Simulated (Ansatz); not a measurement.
# Calculations on Ga

### Vibrations

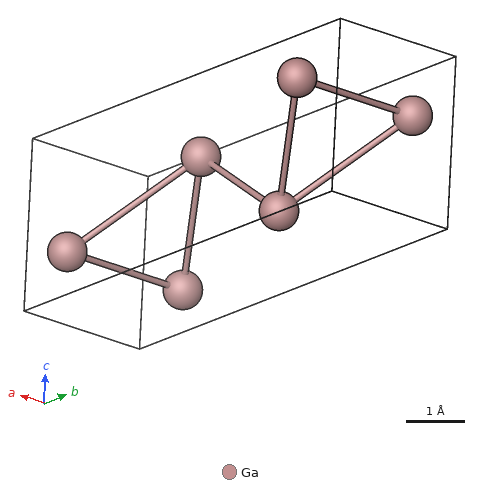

Normal modes of crystalline Ga at 0.98 times its rest volume, space group C2/c (No. 15), at the zone centre. Style: ball-and-stick. Shown: the conventional cell (2 times the calculation's cell), from a free direction. Lengths and directions refer to the drawn axes.

Method: DFT PBEsol, scalar-relativistic, plane waves, PAW in Ansatz.

Input file:
```yaml
crystal:
  lattice:
    - [1.3634476363, -3.9537306847, -0.0181679719]
    - [1.3634476363, 3.9537306847, -0.0181679719]
    - [-0.1597781072, 0.0, 3.2684046239]
  atoms:
    - { symbol: Ga, position: [0.8663263889, 0.1336736111, 0.25] }
    - { symbol: Ga, position: [0.1336736111, 0.8663263889, 0.75] }
basis:
  ecutwfc: 420
kpoints:
  mp_grid: { grid: [16, 16, 12] }
hamiltonian:
  xc: pbesol
scf:
  occupations: { method: fermi_dirac, width: 0.15 }
output:
  eigenvalues: true
phonons:
  method: dfpt
  eigenvectors: true
```

Launched with:
```bash
ansatz run input.yaml --threads 1 --pin off --max-ram 3072MiB --backend cpu --events-out ev --progress --plain --runs-dir out
```

The frequencies depend somewhat on the k-mesh and the smearing.

List the optical modes.

The calculation's cell holds 2 atoms, so there are 3 optical modes, in 3 levels. The optical modes span 2B_g + A_g. No level is unstable.

```json
{"level": "1", "symmetry": "B_g", "frequency (cm⁻¹)": "49", "activity": "Raman-active"}
{"level": "2", "symmetry": "B_g", "frequency (cm⁻¹)": "127", "activity": "Raman-active"}
{"level": "3", "symmetry": "A_g", "frequency (cm⁻¹)": "200", "activity": "Raman-active"}
```

The displacement patterns:

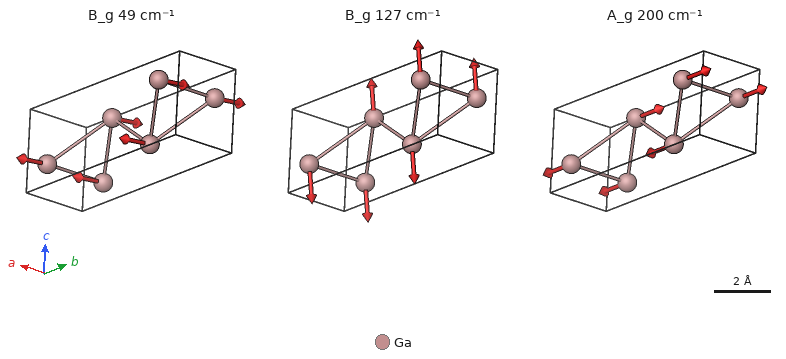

### Vibrations

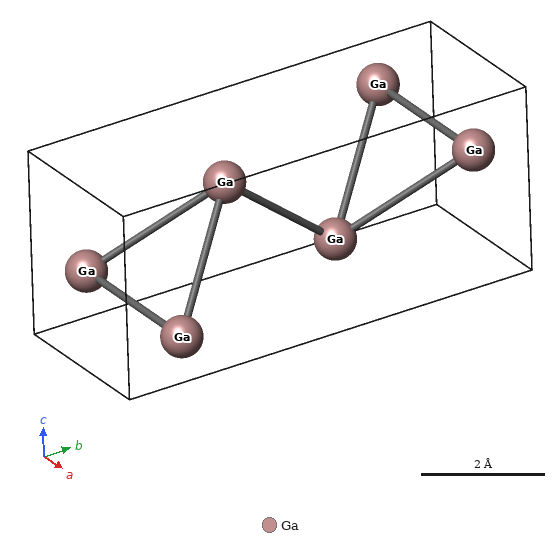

Lattice vibrations of solid Ga at 1.02 times its rest volume, space group C2/c (No. 15), at the zone centre. A ball-and-stick model of the conventional cell (2 times the calculation's cell), seen from a free direction. Lengths and directions refer to the drawn axes.

Level of theory: Ansatz, DFT PBEsol, scalar-relativistic, plane waves, PAW.

Input file:
```yaml
crystal:
  lattice:
    - [1.3816983589, -3.9944042241, -0.0126297592]
    - [1.3816983589, 3.9944042241, -0.0126297592]
    - [-0.1479225579, 0.0, 3.3218806235]
  atoms:
    - { symbol: Ga, position: [0.8661357473, 0.1338642527, 0.25] }
    - { symbol: Ga, position: [0.1338642527, 0.8661357473, 0.75] }
basis:
  ecutwfc: 420
kpoints:
  mp_grid: { grid: [16, 16, 12] }
hamiltonian:
  xc: pbesol
scf:
  occupations: { method: fermi_dirac, width: 0.15 }
output:
  eigenvalues: true
phonons:
  method: dfpt
  eigenvectors: true
```

Run as
```bash
ansatz run input.yaml --threads 1 --pin off --max-ram 3072MiB --backend cpu --events-out ev --progress --plain --runs-dir out
```

The frequencies depend somewhat on the k-mesh and the smearing.

> Give the spectrum at this point.

The calculation's cell holds 2 atoms, so there are 3 optical modes, in 3 levels. The optical modes span 2B_g + A_g. No level is unstable.

| level | symmetry | frequency (cm⁻¹) | activity |
| --- | --- | --- | --- |
| 1 | B_g | 45 | Raman-active |
| 2 | B_g | 117 | Raman-active |
| 3 | A_g | 185 | Raman-active |

The displacement patterns:

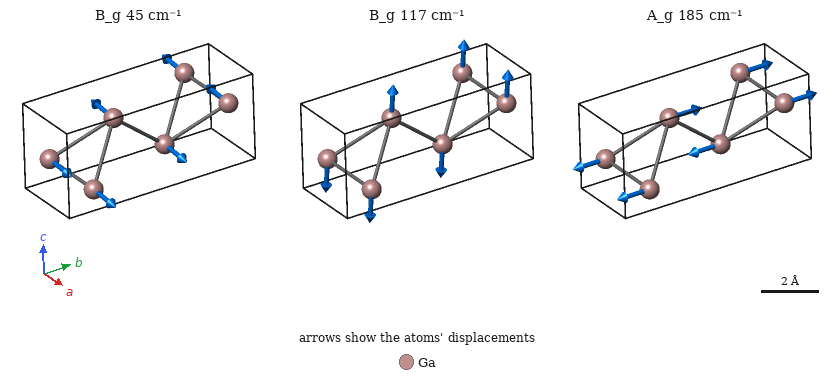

### One mode

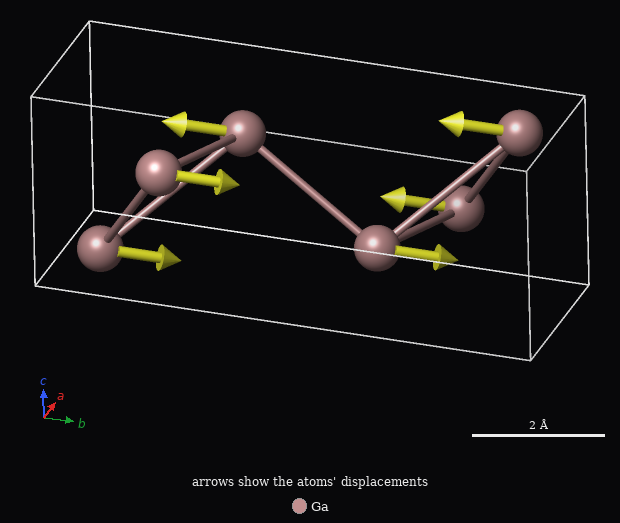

One vibrational mode of solid Ga at the zone centre. The yellow arrows are the displacements of the atoms (eigenvector over the root of the mass), of arbitrary overall length and sign. The picture is a ball-and-stick view of the conventional cell (2 times the calculation's cell), seen from a free direction. Lengths and directions refer to the drawn axes.

These are results of DFT PBEsol, scalar-relativistic, plane waves, PAW in Ansatz 0.2.0, not measurements. Set-up: plane-wave cutoff 420 eV; k-point mesh 16 × 16 × 12; occupations fermi dirac; smearing width 0.15 eV; no spin polarisation.

The frequencies depend somewhat on the k-mesh and the smearing.

**Describe the mode and give its frequency.**

This is the A_g mode at 192 cm⁻¹, the highest optical level, Raman-active by symmetry. All motion is along b; atoms of one kind move against one another, with no net shift of their sublattice.
